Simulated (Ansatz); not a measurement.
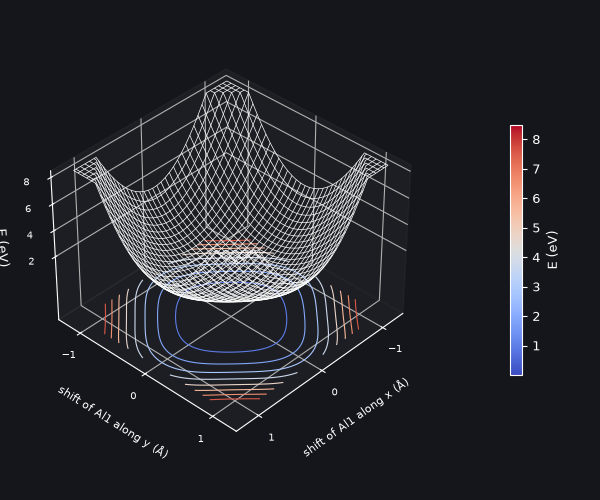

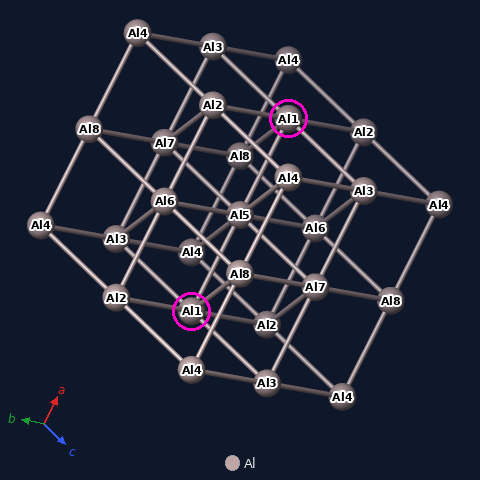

Energy landscape of Al (Im-3m, No. 229; 8 atoms in the cell). One atom moved over a plane, all else fixed (x, y and z along the cube axes). Coordinates scanned: (1) shift of Al1 along x; (2) shift of Al1 along y. Nothing is relaxed (all other atoms fixed). The scan uses an 11 × 11 grid; 21 points were computed and 100 follow by symmetry. Points are written as (first, second). All energies are given in eV per cell relative to the lowest grid point. All numbers below come from DFT PBEsol, scalar-relativistic, plane waves, PAW in Ansatz. Settings: cutoff 420 eV, k-mesh 10×10×10, gaussian smearing 0.15 eV, no spin polarisation.

The picture shows a relief with its contours projected below, any walls above the top of the colour scale cut off. Between grid points the surface is interpolated. The second picture is the structure at the lowest point

### What does the map say about the system?

The lowest grid point is at (0.000 Å, 0.000 Å). No other kind of well shows on this grid. The highest grid point, (−1.170 Å, −1.170 Å), lies 12.1 eV above the lowest. Near the minimum the well is nearly round, with a curvature of about 4.2 eV/Å².

The whole map (21 points run) took 71 s on 4 threads of AMD EPYC 9R45 96-Core Processor (Zen 5), on a shared host.

PAW datasets: the set soft_1.
